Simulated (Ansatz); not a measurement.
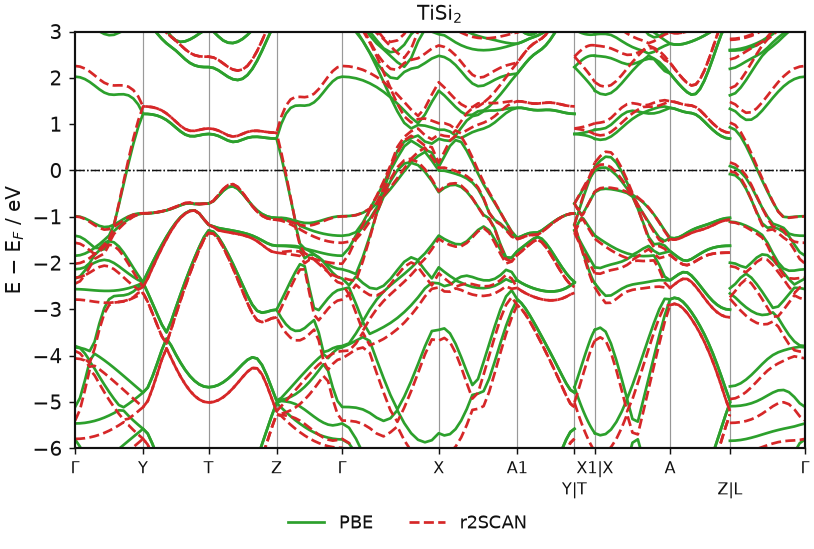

Band structures of TiSi₂, space group Fddd, 6 atoms in the primitive cell (a = 5.93 Å, b = 4.89 Å, c = 4.76 Å, α = 75.79°, β = 53.07°, γ = 51.14°), by two methods on the same cell. Each is counted from its own Fermi level.

What changes from one method to the other?

Both give a metal. Levels within 1 eV of the Fermi level differ by 0.06 eV on average and by 0.15 eV at most (between Γ and X). Filled levels 1 to 5 eV under it lie 0.14 eV higher on average in PBE than in r2SCAN.

Settings. PBE: Ansatz PAW, no spin polarisation, no spin-orbit coupling, 6×6×6 k mesh, 420 eV cutoff, Fermi-Dirac smearing of 0.05 eV (Ansatz). r2SCAN: Ansatz PAW, no spin polarisation, no spin-orbit coupling, 7×7×7 k mesh, 500 eV cutoff, Fermi-Dirac smearing of 0.05 eV (Ansatz 0.2.0).

In reduced coordinates of the cell that was run, Y is (0.5, 0, 0.5), T is (1, 0.5, 0.5), Z is (0.5, 0.5, 0), X is (0, 0.413, 0.413), A1 is (0.5, 0.244, 0.744), X1 is (1, 0.587, 0.587), A is (0.5, 0.756, 0.256) and L is (0.5, 0.5, 0.5). The cell is a database's computed one. r2SCAN: the PAW data sets were made with another functional. PBE: the k mesh is thin for a metal, so its Fermi level is uncertain by some hundredths of an eV.
